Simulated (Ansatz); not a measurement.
## Electronic structure of AlN in real space

The calculation's input:

```
crystal:
  lattice:
    - [2.6946098825, 0.0, 0.0]
    - [-1.3473049412, 2.4533227623, 0.0]
    - [0.0, 0.0, 4.8410108402]
  atoms:
    - { symbol: Al, position: [0.0, 0.0, 0.0] }
    - { symbol: Al, position: [0.0, 0.0, 0.5] }
    - { symbol: "N", position: [0.335483864, 0.670967728, 0.25] }
    - { symbol: "N", position: [0.664516136, 0.329032272, 0.75] }
kpoints:
  mp_grid: { grid: [12, 12, 6] }
  band_path:
    path:
      - [0.0, 0.0, 0.0]
      - [0.5, 0.0, 0.0]
      - [0.3333333333, 0.3333333333, 0.0]
      - [0.0, 0.0, 0.5]
      - [0.5, 0.0, 0.5]
      - [0.3333333333, 0.3333333333, 0.5]
      - [0.0, -0.5, 0.356771]
    npoints: 1
hamiltonian:
  xc: r2scan
scf:
  occupations: { method: fixed }
  n_extra_bands: 5
output:
  forces: true
  stress: true
  eigenvalues: true
  write_density: true
  write_potential: true
  elf: true
  volumetric_format: npy
```

Command:

```sh
ansatz run input.yaml --threads 4 --pin off --max-ram 3686MiB --backend cpu --events-out ev --progress --plain --runs-dir out
```

Below, planes, directions and counts refer to the conventional cell (a = 2.69 Å, b = 4.91 Å, c = 4.84 Å, α = 90.00°, β = 90.00°, γ = 90.00°).

Space group Cmcm; started from the NiAs prototype, which need not be the ambient phase; changed on purpose from its base cell (uniaxial x strain -4.9%); computed pressure about 15 GPa in this cell.

These are results of Ansatz, DFT, r2SCAN, plane waves, PAW, not measurements.

Core electrons are frozen (PAW), and the valence fields are smoothed inside the atomic spheres.

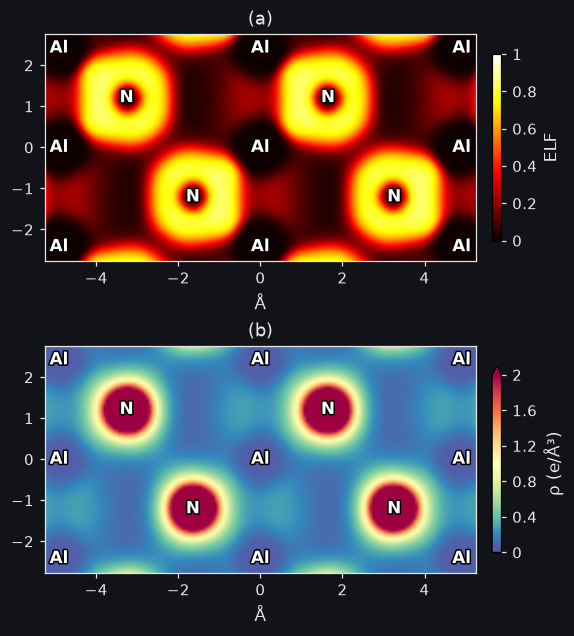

Figure 1. (a) ELF; (b) valence electron density on the (100) plane of the conventional cell.

Describe what can be read from this map.

Atoms in the plane: Al and N.
Al–Al (2.42 Å): ρ is about 0.25 e/Å³ halfway; the ELF is about 0.20 at the midpoint: no shared electron pair shows on this line.
Al–N (2.04 Å): ρ is about 0.52 e/Å³ halfway; the ELF peaks at about 0.85 in the valence shell of N, 0.7 Å from its nucleus, and is about 0.80 at the midpoint.
Between the atoms the lowest density in this plane is 0.1 e/Å³.

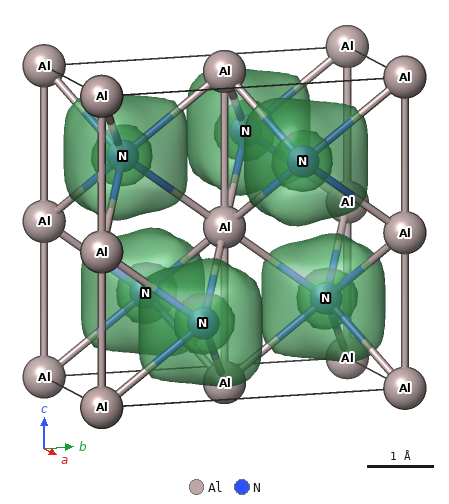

Figure 2. Isosurface of the electron localisation function at 0.7 (green), seen slightly off an axis. Only the valence region is drawn (cores and ρ < 0.01 e/Å³ removed). Sticks mark near contacts.

Describe the localisation domains.

At this value the surface marks out four regions on N in which the atom's valence shell and bonds are merged, counted in one cell of 8 atoms. Regions shared between cells count once. Along the contacts the grid gives the following. Al–N (1.98 Å): the ELF peaks at about 0.85 in the valence shell of N, 0.7 Å from its nucleus, and is about 0.80 at the midpoint.

Metal or insulator at this level of theory?

It is gapped, with a Kohn–Sham gap of 5.3 eV on the k-point mesh (the band edges may lie off the mesh, which would make the gap smaller).
